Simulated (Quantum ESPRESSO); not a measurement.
## A series of single points on MoS₂

System: MoS₂ (P-3m1, 3 atoms in the cell).
Method: Kohn-Sham DFT of a periodic cell, PBE, SSSP 1.3 efficiency PBE, no spin polarisation (Quantum ESPRESSO 7.5).

The 7 runs differ only in the geometry, by an even scaling of the cell at fixed fractional positions. The structure derives from a Materials Project entry.

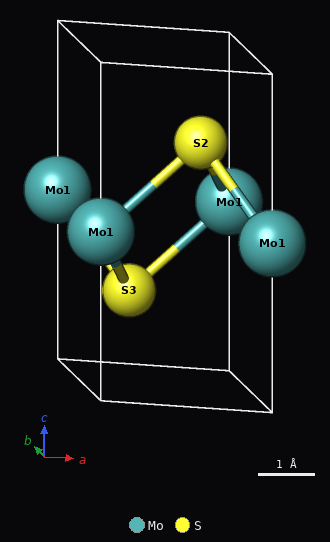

Figure 1. The structure of run 4 (ball-and-stick view of the cell of the calculation, seen slightly off an axis; atoms are numbered from 1 in the order of the input).

**Input of run 4**
```
&CONTROL
  calculation = 'scf'
  prefix = 'pwscf'
  outdir = './tmp'
  pseudo_dir = './pseudo'
  tprnfor = .true.
  tstress = .true.
  disk_io = 'nowf'
/
&SYSTEM
  ibrav = 0
  nat = 3
  ntyp = 2
  ecutwfc = 60
  ecutrho = 440
  nbnd = 20
  occupations = 'smearing'
  smearing = 'fd'
  degauss = 0.00367493
/
&ELECTRONS
  conv_thr = 6d-10
  electron_maxstep = 120
  mixing_beta = 0.5
/
ATOMIC_SPECIES
Mo    95.9500 Mo_ONCV_PBE-1.0.oncvpsp.upf
S     32.0600 s_pbe_v1.4.uspp.F.UPF
CELL_PARAMETERS angstrom
   3.2274645616    0.0000000000    0.0000000000
  -1.6137322808    2.7950663001    0.0000000000
   0.0000000000    0.0000000000    6.3124734200
ATOMIC_POSITIONS crystal
Mo     0.0000000000    0.0000000000    0.5000000000
S      0.6666666667    0.3333333333    0.7446806800
S      0.3333333333    0.6666666667    0.2553193200
K_POINTS automatic
9 9 4 0 0 0
```

Command:
```bash
OMP_NUM_THREADS=1 pw.x -in pw.in > pw.out
```

Run 6 differs from it as follows:
```diff
-   3.2274645616    0.0000000000    0.0000000000
-  -1.6137322808    2.7950663001    0.0000000000
-   0.0000000000    0.0000000000    6.3124734200
+   3.2699360711    0.0000000000    0.0000000000
+  -1.6349680355    2.8318477062    0.0000000000
+   0.0000000000    0.0000000000    6.3955418068
```

**Results, with one run withheld**

| run | volume per atom (Å³) | free energy per atom, from the lowest run given (meV) | pressure (GPa) |
| --- | --- | --- | --- |
| 1 | 17.843 | 39.38 | 10.51 |
| 2 | 18.222 | 18.65 | 7.00 |
| 3 | 18.602 | 5.80 | 3.86 |
| 4 | 18.982 | 0.00 | 1.04 |
| 5 | 19.361 | 0.55 | −1.50 |
| 6 | 19.741 | ? | ? |
| 7 | 20.120 | 18.15 | −5.81 |

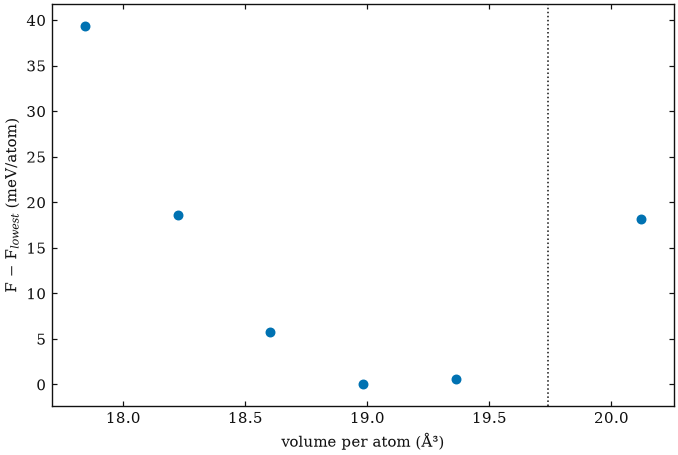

Figure 2. Free energy per atom of the runs given; the dotted line marks run 6.

What should run 6 give?

A cubic polynomial in V^(−2/3) (the Birch–Murnaghan form), fitted to the 6 runs given, misses them by at most 0.01 meV per atom. With x = V^(−2/3) − 0.14128 Å⁻², it reads F = 1.4961 + 2667.9 x + 8.9388e+05 x² + 1.4482e+06 x³ (meV per atom). At run 6 it gives 6.81 meV per atom, and the run itself gives 6.80. The slope of the fit gives a pressure −dF/dV of −3.76 GPa there, and the run prints −3.77 GPa. The fit has its minimum at 19.135 Å³ per atom, where V d²F/dV² gives 129 GPa. Cell shape and fractional positions are held, so this is the stiffness under even scaling; the relaxed bulk modulus wasn't computed and can be far lower in a crystal of layers, chains or molecules like this one.

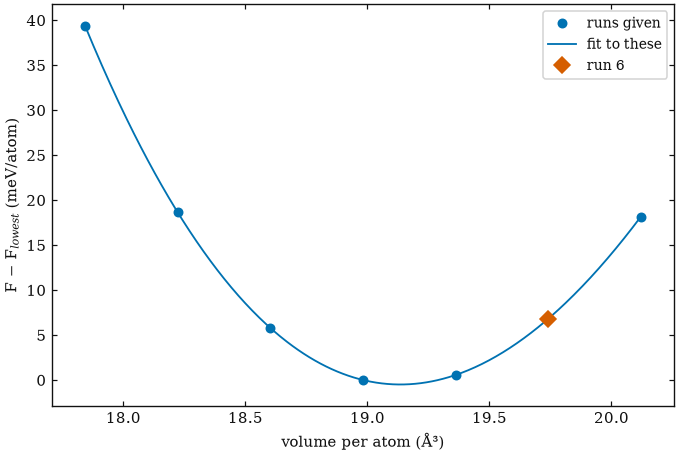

Figure 3. The fit and the withheld run.

**Some lines of the output (run 6)**
```
[...]
     number of k points=    43  Fermi-Dirac smearing, width (Ry)=  0.0037
     total energy              =    -185.46039644 Ry
     total energy              =    -185.47009710 Ry
     total energy              =    -185.46944094 Ry
     total energy              =    -185.47424893 Ry
     total energy              =    -185.47431842 Ry
     total energy              =    -185.47432808 Ry
     total energy              =    -185.47432889 Ry
     total energy              =    -185.47432890 Ry
     the Fermi energy is     9.5590 ev
!    total energy              =    -185.47432890 Ry
     The total energy is F=E-TS. E is the sum of the following terms:
     Computing stress (Cartesian axis) and pressure
          total   stress  (Ry/bohr**3)                   (kbar)     P=      -37.72
```
